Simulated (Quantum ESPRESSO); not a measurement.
# SrO (Fm-3m): zone-centre phonons

Aim: the zone-centre modes of SrO (Fm-3m).

Main program and level: Quantum ESPRESSO 7.5; DFT PBE, scalar-relativistic, plane waves, PseudoDojo norm-conserving pseudopotentials.

The database entry behind the starting cell differs from later determinations by our own check (about 0.5 % short), so it need not match the best structure at ambient conditions.

### 1. Set-up

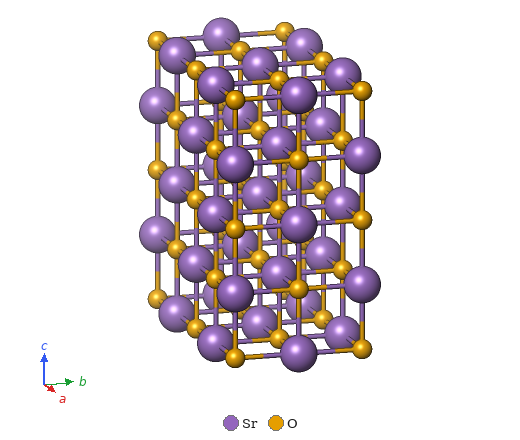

Start, viewed slightly off an axis; strontium purple, oxygen orange. 2×1×2 cells are drawn. This picture shows the conventional cell, with its axes. Some periodic images of atoms are drawn too.

### 2. A probe with smearing

Before anything dear is run, a loose run with smearing shows whether this is a metal and how far the cell is from rest.

Input file probe.in:

```
&CONTROL
  calculation = 'scf'
  prefix      = 'x'
  outdir      = './tmp'
  pseudo_dir  = './pseudo'
  tprnfor     = .true.
  tstress     = .true.
  verbosity   = 'high'
/
&SYSTEM
  ibrav       = 2
  celldm(1)   = 9.69920831
  nat         = 2
  ntyp        = 2
  ecutwfc     = 92.0
  occupations = 'smearing'
  smearing    = 'gaussian'
  degauss     = 0.01
/
&ELECTRONS
  conv_thr         = 1.0d-07
  mixing_beta      = 0.7
  electron_maxstep = 100
/
ATOMIC_SPECIES
 Sr     87.6200  Sr.upf
 O      15.9990  O.upf
ATOMIC_POSITIONS crystal
 Sr     0.500000000   0.500000000   0.500000000
 O      0.000000000   0.000000000   0.000000000
K_POINTS automatic
 6 6 6 0 0 0
```

On the command line:

```console
$ OMP_NUM_THREADS=1 mpirun -n 4 pw.x -nk 4 -in probe.in > probe.out
```

The program printed:

```text
[banners, grids, parts of the stress and lines that vanish by symmetry left out]
Program PWSCF v.7.5
     bravais-lattice index     =            2
     lattice parameter (alat)  =       9.6992  a.u.
[...]
kinetic-energy cutoff     =      92.0000  Ry
     charge density cutoff     =     368.0000  Ry
     scf convergence threshold =      1.0E-07
[...]
Exchange-correlation= PBE
                           (   1   4   3   4   0   0   0)
[...]
48 Sym. Ops., with inversion, found
[...]
(     0          1          0      )
                  (     0          0          1      )
[...]
(  0.0000000  1.0000000  0.0000000 )
                  (  0.0000000  0.0000000  1.0000000 )
[...]
(     1          0         -1      )
                  (     0          0         -1      )
[...]
(  0.0000000 -1.0000000  0.0000000 )
[...]
(     0          1         -1      )
                  (     0          1          0      )
[...]
( -1.0000000  0.0000000  0.0000000 )
                  (  0.0000000  1.0000000  0.0000000 )
[...]
number of k points=    16  Gaussian smearing, width (Ry)=  0.0100
[...]
End of self-consistent calculation
[...]
the Fermi energy is     9.2569 ev
!    total energy              =    -101.78264265 Ry
[...]
convergence has been achieved in   8 iterations
[...]
atom    1 type  1   force =     0.00000000    0.00000000    0.00000000
     atom    2 type  2   force =     0.00000000   -0.00000000    0.00000000
[...]
Total force =     0.000000     Total SCF correction =     0.000000
[...]
total   stress  (Ry/bohr**3)                   (kbar)     P=       30.99
[...]
XML data file, charge density, pseudopotentials, collected wavefunctions

   JOB DONE.
```

The job ended after 4 s (4 MPI ranks of Arm Neoverse V1, shared host).

Numbers from this step:

| Item | Value |
| --- | --- |
| volume per atom | 16.90 Å³ |
| pressure | 3.099 GPa |
| gap on the k-mesh | 3.319 eV |

A gap of 3.3 eV opens on this mesh, so the crystal is taken as an insulator; the start stands at 3.1 GPa.

### 3. Relaxation

The relaxation runs at a cutoff a fifth above that of the response, since stress converges more slowly with the basis than frequencies do. Forces and stress are brought to rest with tight thresholds.

Input file relax.in:

```
&CONTROL
  calculation   = 'vc-relax'
  prefix        = 'x'
  outdir        = './tmp'
  pseudo_dir    = './pseudo'
  tprnfor       = .true.
  tstress       = .true.
  forc_conv_thr = 2.0d-05
  etot_conv_thr = 1.0d-07
  nstep         = 40
/
&SYSTEM
  ibrav       = 2
  celldm(1)   = 9.69920831
  nat         = 2
  ntyp        = 2
  ecutwfc     = 110
  occupations = 'fixed'
  nbnd        = 10
/
&ELECTRONS
  conv_thr         = 1.0d-11
  mixing_beta      = 0.7
  electron_maxstep = 100
/
&IONS
/
&CELL
  press_conv_thr = 0.2
/
ATOMIC_SPECIES
 Sr     87.6200  Sr.upf
 O      15.9990  O.upf
ATOMIC_POSITIONS crystal
 Sr     0.500000000   0.500000000   0.500000000
 O      0.000000000   0.000000000   0.000000000
K_POINTS automatic
 8 8 8 0 0 0
```

On the command line:

```console
$ OMP_NUM_THREADS=1 mpirun -n 4 pw.x -nk 4 -in relax.in > relax.out
```

The program printed:

```text
[banners, grids, parts of the stress and lines that vanish by symmetry left out]
[banner, memory and clock lines left out]
Program PWSCF v.7.5

[...]
kinetic-energy cutoff     =     110.0000  Ry
     charge density cutoff     =     440.0000  Ry
     scf convergence threshold =      1.0E-11
[...]
energy convergence thresh.=      1.0E-07
     force convergence thresh. =      2.0E-05
     press convergence thresh. =      2.0E-01
     Exchange-correlation= PBE
                           (   1   4   3   4   0   0   0)
[...]
48 Sym. Ops., with inversion, found
[...]
number of k points=    29
[...]
End of self-consistent calculation
[...]
highest occupied, lowest unoccupied level (ev):     8.0943   11.4138
!    total energy              =    -101.78266130 Ry
[...]
convergence has been achieved in  13 iterations
[...]
atom    1 type  1   force =     0.00000000    0.00000000    0.00000000
     atom    2 type  2   force =     0.00000000    0.00000000    0.00000000
     Total force =     0.000000     Total SCF correction =     0.000000
[...]
total   stress  (Ry/bohr**3)                   (kbar)     P=       31.18
[...]
number of bfgs steps    =   0
[...]
CELL_PARAMETERS (alat=  9.69920831)
[...]
ATOMIC_POSITIONS (crystal)
Sr               0.5000000000        0.5000000000        0.5000000000
O                0.0000000000        0.0000000000        0.0000000000
[...]
New effective cutoffs (rho, wfc):  435.17  108.82
[...]
End of self-consistent calculation
[...]
highest occupied, lowest unoccupied level (ev):     7.9198   11.2463
!    total energy              =    -101.78324438 Ry
[...]
convergence has been achieved in   8 iterations
[...]
atom    1 type  1   force =    -0.00000000   -0.00000000    0.00000000
     atom    2 type  2   force =    -0.00000000   -0.00000000    0.00000000
     Total force =     0.000000     Total SCF correction =     0.000000
[...]
total   stress  (Ry/bohr**3)                   (kbar)     P=       16.09
[...]
number of bfgs steps    =   1
[...]
CELL_PARAMETERS (alat=  9.69920831)
[...]
ATOMIC_POSITIONS (crystal)
Sr               0.5000000000        0.5000000000        0.5000000000
O                0.0000000000        0.0000000000       -0.0000000000
[...]
New effective cutoffs (rho, wfc):  430.21  107.58
[...]
End of self-consistent calculation
[...]
highest occupied, lowest unoccupied level (ev):     7.7339   11.0667
!    total energy              =    -101.78347284 Ry
[...]
convergence has been achieved in  11 iterations
[...]
atom    1 type  1   force =     0.00000000   -0.00000000    0.00000000
     atom    2 type  2   force =    -0.00000000   -0.00000000    0.00000000
     Total force =     0.000000     Total SCF correction =     0.000000
[...]
total   stress  (Ry/bohr**3)                   (kbar)     P=        0.88
[...]
number of bfgs steps    =   2
[...]
CELL_PARAMETERS (alat=  9.69920831)
[...]
ATOMIC_POSITIONS (crystal)
[...]
New effective cutoffs (rho, wfc):  429.92  107.51
[...]
End of self-consistent calculation
[...]
highest occupied, lowest unoccupied level (ev):     7.7232   11.0563
!    total energy              =    -101.78347356 Ry
[...]
convergence has been achieved in   8 iterations
[...]
atom    1 type  1   force =     0.00000000    0.00000000    0.00000000
     atom    2 type  2   force =     0.00000000    0.00000000   -0.00000000
     Total force =     0.000000     Total SCF correction =     0.000000
[...]
total   stress  (Ry/bohr**3)                   (kbar)     P=        0.03
[...]
number of bfgs steps    =   3
[...]
small trust_radius: resetting bfgs history
[...]
CELL_PARAMETERS (alat=  9.69920831)
[...]
ATOMIC_POSITIONS (crystal)
[...]
New effective cutoffs (rho, wfc):  429.92  107.51
[...]
End of self-consistent calculation
[...]
highest occupied, lowest unoccupied level (ev):     7.7231   11.0562
!    total energy              =    -101.78347356 Ry
[...]
convergence has been achieved in   3 iterations
[...]
atom    1 type  1   force =    -0.00000000   -0.00000000    0.00000000
     atom    2 type  2   force =    -0.00000000    0.00000000   -0.00000000
     Total force =     0.000000     Total SCF correction =     0.000000
[...]
total   stress  (Ry/bohr**3)                   (kbar)     P=        0.02
[...]
bfgs converged in   5 scf cycles and   4 bfgs steps
[...]
End of BFGS Geometry Optimization
     Final enthalpy           =    -101.7834735599 Ry
     File ./tmp/x.bfgs deleted, as requested
[...]
CELL_PARAMETERS (alat=  9.69920831)
[...]
ATOMIC_POSITIONS (crystal)
Sr               0.5000000000        0.5000000000        0.5000000000
O                0.0000000000       -0.0000000000        0.0000000000
[...]
Final scf calculation at the relaxed structure.
[...]
kinetic-energy cutoff     =     110.0000  Ry
     charge density cutoff     =     440.0000  Ry
     scf convergence threshold =      1.0E-13
[...]
press convergence thresh. =      2.0E-01
     Exchange-correlation= PBE
                           (   1   4   3   4   0   0   0)
[...]
48 Sym. Ops., with inversion, found
[...]
number of k points=    29
[...]
c_bands:  1 eigenvalues not converged
     c_bands:  1 eigenvalues not converged
[...]
End of self-consistent calculation
[...]
highest occupied, lowest unoccupied level (ev):     7.7231   11.0562
!    total energy              =    -101.78347578 Ry
[...]
convergence has been achieved in  15 iterations
[...]
atom    1 type  1   force =    -0.00000000    0.00000000   -0.00000000
     atom    2 type  2   force =     0.00000000   -0.00000000    0.00000000
     Total force =     0.000000     Total SCF correction =     0.000000
[...]
total   stress  (Ry/bohr**3)                   (kbar)     P=        0.01
[...]
XML data file, charge density, pseudopotentials, collected wavefunctions
```

Wall time 42 s (4 MPI ranks); 2.8 min of CPU time.

The steps of the relaxation:

```
step  energy less that of the first step (eV)  largest force (eV/Å)  pressure (GPa)  volume (Å³)
   1                                   0.0000                0.0000            3.12        33.80
   2                                  -0.0079                0.0000            1.61        34.34
   3                                  -0.0110                0.0000            0.09        34.94
   4                                  -0.0111                0.0000            0.00        34.97
   5                                  -0.0111                0.0000            0.00        34.97
   6                                  -0.0111                0.0000            0.00        34.97
```

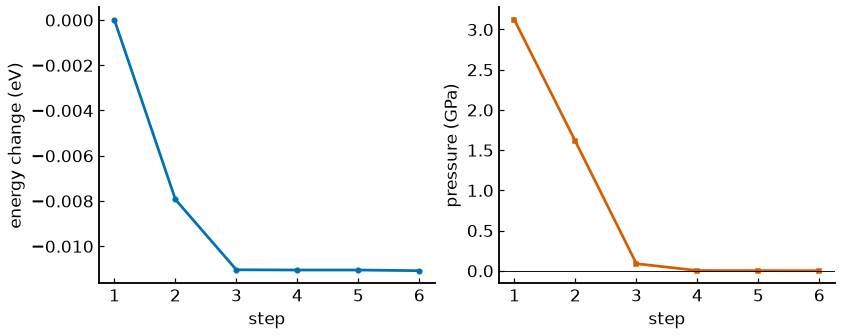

Energy and pressure along the relaxation.

```
conventional cell, symmetrised  before  after  change
                         a (Å)   5.133  5.191  +1.1 %
                         b (Å)   5.133  5.191  +1.1 %
                         c (Å)   5.133  5.191  +1.1 %
              volume (Å³/atom)   16.90  17.49  +3.5 %
```

The relaxed structure:

```
Sr O
1.0
    -2.59560    0.00000    2.59560
     0.00000    2.59560    2.59560
    -2.59560    2.59560    0.00000
Sr O
1 1
Direct
  0.50000 0.50000 0.50000
  0.00000 0.00000 0.00000
```

The last row of the table of steps is pw.x's closing run on a basis chosen anew for the final cell, so its energy can jump.

Numbers from this step:

```
volume per atom   : 17.49 Å³
pressure          : 0.001 GPa
gap on the k-mesh : 3.333 eV
```

The volume changes by +3.5 % from the cell with which this run began.

### 4. Ground state

The response is built on this ground state, so it is converged far tighter than an energy would need. With a gap, occupations are fixed, which also allows the response to an electric field.

Input file scf.in:

```
&CONTROL
  calculation = 'scf'
  prefix      = 'x'
  outdir      = './tmp'
  pseudo_dir  = './pseudo'
  tprnfor     = .true.
  tstress     = .true.
/
&SYSTEM
  ibrav       = 2
  celldm(1)   = 9.80994095
  nat         = 2
  ntyp        = 2
  ecutwfc     = 92.0
  occupations = 'fixed'
  nbnd        = 10
/
&ELECTRONS
  conv_thr         = 1.0d-12
  mixing_beta      = 0.7
  electron_maxstep = 100
/
ATOMIC_SPECIES
 Sr     87.6200  Sr.upf
 O      15.9990  O.upf
ATOMIC_POSITIONS crystal
 Sr     0.500000000   0.500000000   0.500000000
 O      0.000000000   0.000000000   0.000000000
K_POINTS automatic
 8 8 8 0 0 0
```

On the command line:

```console
$ OMP_NUM_THREADS=1 mpirun -n 4 pw.x -nk 4 -in scf.in > scf.out
```

The program printed:

```text
[banners, grids, parts of the stress and lines that vanish by symmetry left out]
[banner, memory and clock lines left out]
Program PWSCF v.7.5

[...]
kinetic-energy cutoff     =      92.0000  Ry
     charge density cutoff     =     368.0000  Ry
     scf convergence threshold =      1.0E-12
[...]
Exchange-correlation= PBE
                           (   1   4   3   4   0   0   0)
[...]
48 Sym. Ops., with inversion, found
[...]
number of k points=    29
[...]
End of self-consistent calculation
[...]
highest occupied, lowest unoccupied level (ev):     7.7231   11.0562
!    total energy              =    -101.78346452 Ry
[...]
convergence has been achieved in  13 iterations
[...]
atom    1 type  1   force =     0.00000000    0.00000000    0.00000000
     atom    2 type  2   force =     0.00000000    0.00000000    0.00000000
     Total force =     0.000000     Total SCF correction =     0.000000
[...]
total   stress  (Ry/bohr**3)                   (kbar)     P=        0.05
[...]
XML data file, charge density, pseudopotentials, collected wavefunctions
```

Elapsed: 8.3 s, on 4 MPI ranks; 33 s of CPU time.

This step gave:

```
pressure : 0.005 GPa
```

The cell stands at 0.005 GPa, close enough for phonons.

(Continued in part 2 of 5.)

[Host names and launcher messages were left out of these logs when they were recorded.]

[Logs are printed without paths, hosts, clocks, repeated set-up lines and the standing remarks that a program may print on its own settings, such as how far it seeks lower states.]

[Hosts, paths, dates, database ids (printed as entryN), source tags and the programs' standing remarks are cut or masked in the printed files.]
